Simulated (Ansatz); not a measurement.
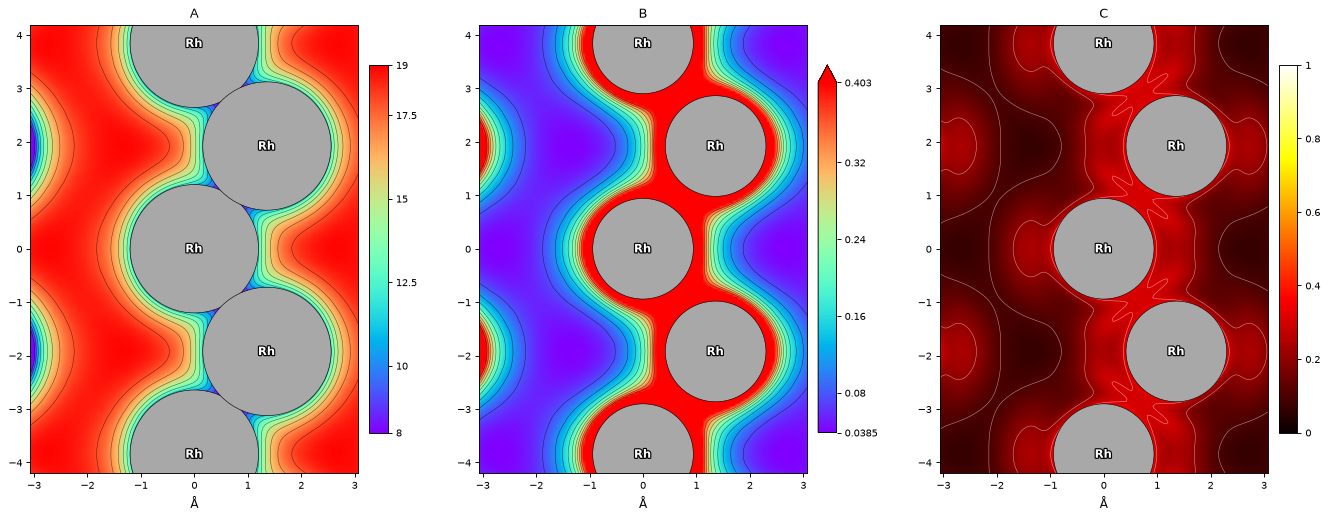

Rh: 3 fields on the (101) plane of the conventional cell, with unlabelled colour scales. Grey discs cover the atomic cores.

Space group Fd-3m; set up as Rh, diamond; a generated structure, not necessarily the stable one; computed without spin polarisation.

Method: Ansatz 0.2.0, DFT, PBEsol, plane waves (420 eV) with PAW, scalar-relativistic.

> The panels show electron localisation function, electrostatic potential energy of an electron and valence pseudo-density in some order. Assign them.

Panel A: electrostatic potential energy of an electron (low next to the atoms, rising into the space between them). Panel B: valence pseudo-density. Panel C: electron localisation function.
